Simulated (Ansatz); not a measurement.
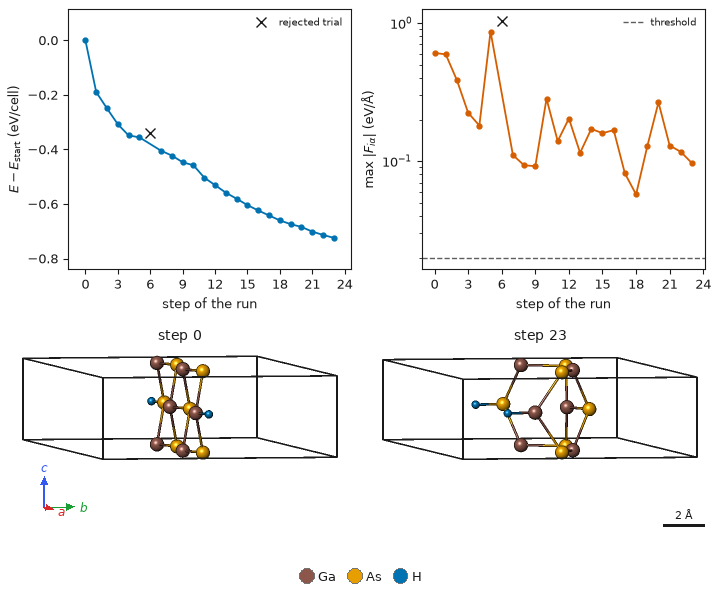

First and last geometry of a relaxation of a wire of composition Ga2As2H, with the history of the run. A ball-and-stick model of the cell of the calculation, with the vacuum cut short, seen from a free direction.

Case: zigzag ribbon, 4 formula units a period, edges capped with H, edge spins parallel.

Theory: Ansatz, DFT PBE, scalar-relativistic, plane waves, PAW. Set-up: plane-wave cutoff 420 eV; k-point mesh 1 × 1 × 13; occupations gaussian; smearing width 0.05 eV; collinear spin; cell relaxed at fixed a, b, alpha, beta, gamma; force threshold 0.02 eV/Å; at most 45 steps.

Read the history and describe the run.

The run was cut off at its time limit before the relaxation converged, so the last structure is only a point on the way. The energy falls by 0.724 eV per cell of the calculation in 22 accepted moves (23 points after the start). The largest force component goes from 0.61 to 0.096 eV/Å. The line search rejected the trial step at point 6 of the run. The largest moves relative to the centre of the atoms, 3.57 Å, are those of H atoms. Largest moves by element: H 3.57 Å, As 1.98 Å, Ga 1.86 Å. Along the periodic axis the drawn cell goes c 4.044 → 3.976 Å (−1.7 %). Among the contacts that change: As–Ga 2.405 → 2.444 Å, As–Ga 2.405 → 2.421 Å, As–H 1.520 → 1.534 Å, Ga–H 1.570 → 1.565 Å. Bond angles that change, for instance: Ga–As–H 114.4° → 96.5°, Ga–As–Ga 114.4° → 103.8°, Ga–As–Ga 114.4° → 104.8°. The program noted that the starting moments weren't kept.

```
step  E − E(0), meV/atom  largest force component, eV/Å      note
   0                0.00                         0.6075          
   1              -18.96                         0.5934          
   2              -24.98                         0.3851          
   3              -30.75                         0.2240          
   4              -34.85                         0.1809          
   5              -35.55                         0.8681          
   6              -34.12                         1.0417  rejected
   7              -40.46                         0.1106          
   8              -42.23                         0.0933          
   9              -44.69                         0.0920          
  10              -45.79                         0.2830          
  11              -50.32                         0.1396          
  12              -53.07                         0.2035          
  13              -55.84                         0.1148          
  14              -58.06                         0.1711          
  15              -60.40                         0.1594          
  16              -62.37                         0.1676          
  17              -64.19                         0.0815          
  18              -66.00                         0.0574          
  19              -67.38                         0.1279          
  20              -68.40                         0.2664          
  21              -70.10                         0.1296          
  22              -71.33                         0.1167          
  23              -72.40                         0.0964
```
